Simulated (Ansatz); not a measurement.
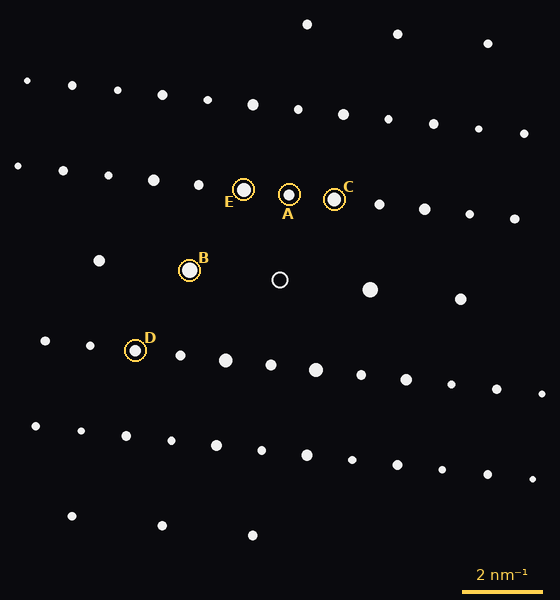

Simulated selected-area electron diffraction pattern (300 kV, kinematic approximation, thin crystal, B = 0.8 Å² for all atoms). The zone axis points towards the electron source and the pattern is seen from the source side.

Crystal: Cs, space group P6_3/mmc (No. 194), a = 5.39 Å, c = 8.80 Å (hexagonal axes). Structure: the input geometry of an electronic-structure calculation (not necessarily at equilibrium); the starting structure was generated, so it need not be a known form of this composition.

```json
{"atom": "Cs", "site": "2d", "symmetry": "-6m2", "x": "0.3333", "y": "0.6667", "z": "0.7500"}
```

Spot A is indexed 0 -1 0 and spot B 0 0 -2.

### What are the indices of the remaining marked spots?

C = A − (1/2)B = 0 -1 1 (d = 4.124 Å). D = −A + (3/2)B = 0 1 -3 (d = 2.484 Å). E = A + (1/2)B = 0 -1 -1 (d = 4.124 Å).

### Which zone axis is this?

The cross product of A and B is parallel to [100]; every spot obeys hu + kv + lw = 0.

### What are the spacings of A and B and the angle between them?

d(A) = 4.667 Å, d(B) = 4.401 Å, and the angle is 90.0°.
